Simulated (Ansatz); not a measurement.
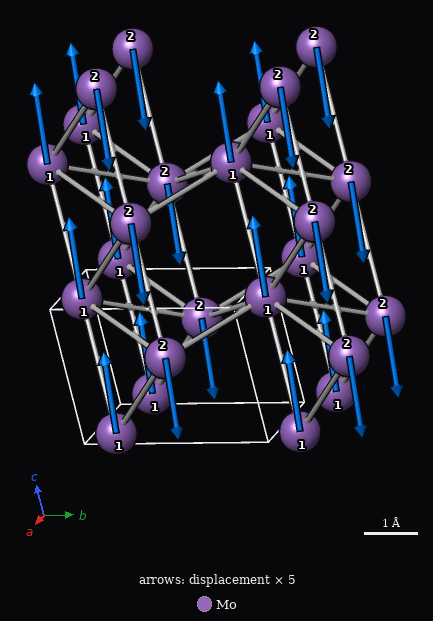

This is a relaxation of a crystal of Mo (built on the Bi_12 type) (coarse preliminary run). The starting structure is drawn; blue arrows show the displacements (the part carried along by the change of the cell is left out), 5 times their true length.

Style: ball-and-stick. Shown: the cell of the calculation, repeated 2 × 2 × 3 with one cell outlined, from a free direction.

Case: Bi type (C2/m, No. 12).

Level of theory: Ansatz 0.2.0, DFT PBE, scalar-relativistic, plane waves, PAW. (plane-wave cutoff 420 eV; k-point mesh 6 × 6 × 8; occupations gaussian; smearing width 0.1 eV; no spin polarisation; cell and atoms relaxed; force threshold 0.04 eV/Å; at most 70 steps)

> Describe the change and its energy.

The largest moves relative to the cell, 0.32 Å, are those of Mo1 and Mo2. Mo1 goes along +c. The drawn cell changes as follows: a = b 3.616 → 3.154 Å (−12.8 %), c 2.638 → 3.177 Å (+20.4 %), α 104.9° → 90.0°, β 104.9° → 90.0°, γ 85.0° → 90.0°; the volume changes by −1.9 %. Some distances before and after: Mo1–Mo2 3.757 → 2.739 Å, Mo1–Mo1 2.638 → 3.177 Å, Mo1–Mo2 (another image) 3.069 → 2.738 Å, Mo1–Mo2 (another image) 3.013 → 2.741 Å. New bonds form: Mo1–Mo2 (3.76 → 2.74 Å). Among the angles between lasting bonds that change: Mo2–Mo1–Mo2 148.9° → 109.1°, Mo2–Mo1–Mo2 144.6° → 109.1°, Mo2–Mo1–Mo2 156.1° → 180.0°. The space group (tolerance 0.01 Å) goes from C2/m (No. 12) to I4/mmm (No. 139). After 11 accepted moves (13 points after the start) the energy has fallen by 1.736 eV per cell of the calculation. Largest force component: 0.71 eV/Å at the start, 0.0046 eV/Å at the end. Pressure: 10.93 GPa at the start and −0.07 GPa at the end. At 2 points the geometry stayed and the basis and grid were re-selected for the new cell (energy shift of 90.4 meV per cell of the calculation at most each time). The run took of the order of 40 core-seconds on a shared host.
